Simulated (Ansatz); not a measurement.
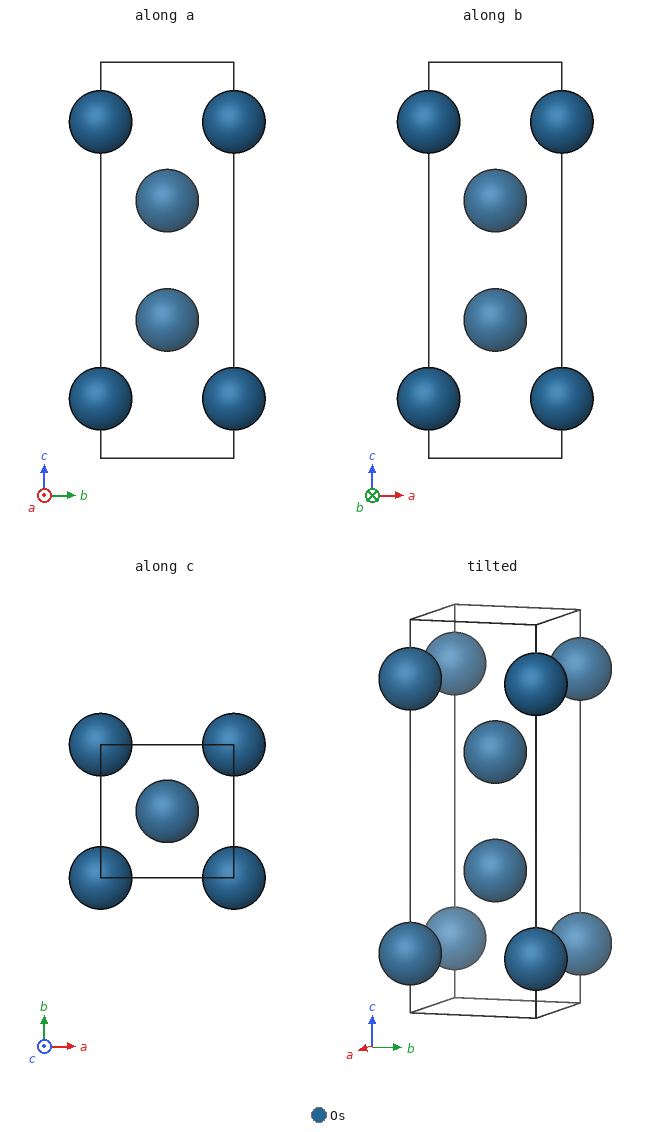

This spheres-only model is shown along the a axis, along the b axis, along the c axis and slightly off an axis. The wireframe shows the conventional unit cell.

Lattice parameters: a = 2.7744 Å, b = 2.7744 Å, c = 8.2460 Å, α = 90.000°, β = 90.000°, γ = 90.000°.

Question: Transcribe the picture into a CIF with its space group and independent sites, with free fractional coordinates to two decimals.

Answer:
```cif
data_structure
_symmetry_space_group_name_H-M 'I 4/m m m'
_symmetry_Int_Tables_number 139
_cell_length_a 2.7744
_cell_length_b 2.7744
_cell_length_c 8.2460
_cell_angle_alpha 90.000
_cell_angle_beta 90.000
_cell_angle_gamma 90.000
_cell_volume 63.47
loop_
_atom_site_label
_atom_site_type_symbol
_atom_site_symmetry_multiplicity
_atom_site_Wyckoff_symbol
_atom_site_fract_x
_atom_site_fract_y
_atom_site_fract_z
_atom_site_occupancy
Os1 Os 4 e 0.50 0.50 0.35 1
```

Its origin is a structure type filled with this element by a generator (whether the element takes this form wasn't checked). A relaxation with DFT r2SCAN, scalar-relativistic, plane waves, PAW in Ansatz gave the geometry drawn.
